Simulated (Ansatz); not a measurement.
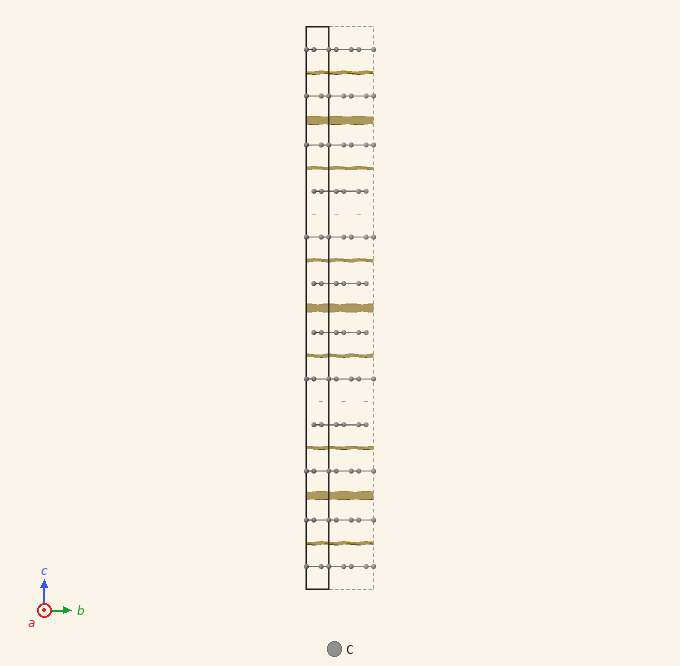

Crystal voids of C in space group R-3m: the yellow surface encloses the regions where the procrystal electron density, the sum of the densities of spherically averaged neutral Hartree-Fock atoms, is below 0.003 e/bohr³ (1×3×1 cells, view along the a axis). No self-consistent density enters. Pale faces close the region where the drawn box cuts it. The usual level for crystal voids is 0.002 e/bohr³; this crystal has almost no region below it, so a higher level is used, which marks the interstitial space of lowest density.

The cell is taken from the end point of a relaxation with DFT PBE, scalar-relativistic, plane waves, PAW (Ansatz 0.2.0).

```
CELL_PARAMETERS angstrom
2.46662 0.00000 0.00000
-1.23331 2.13616 0.00000
0.00000 0.00000 53.66879
ATOMIC_POSITIONS crystal
C 0.33333 0.66667 0.70736
C 0.00000 0.00000 0.87682
C 0.00000 0.00000 0.78984
C 0.33333 0.66667 0.78984
C 0.00000 0.00000 0.95931
C 0.66667 0.33333 0.70736
C 0.33333 0.66667 0.87682
C 0.66667 0.33333 0.95931
C 0.00000 0.00000 0.04069
C 0.66667 0.33333 0.21016
C 0.66667 0.33333 0.12318
C 0.00000 0.00000 0.12318
C 0.66667 0.33333 0.29264
C 0.33333 0.66667 0.04069
C 0.00000 0.00000 0.21016
C 0.33333 0.66667 0.29264
C 0.66667 0.33333 0.37403
C 0.33333 0.66667 0.54349
C 0.33333 0.66667 0.45651
C 0.66667 0.33333 0.45651
C 0.33333 0.66667 0.62597
C 0.00000 0.00000 0.37403
C 0.66667 0.33333 0.54349
C 0.00000 0.00000 0.62597
```

> What share of the cell is void by this measure?

The voids take about 9.2 % of the cell (26 Å³ of 282.8 Å³) and are bounded by about 120 Å² of surface per cell.

> What shape does the empty space take in three dimensions?

Where they connect, they form a two-dimensional network in layers parallel to (001).

> How low does the density fall, and where?

To about 0.0019 e/bohr³ near 0.00, 0.00, 0.50 (fractional), 2.7 Å from the nearest nucleus.

> At what density do the voids first join through the crystal?

At about 0.0021 e/bohr³, as a two-dimensional network in layers parallel to (001).
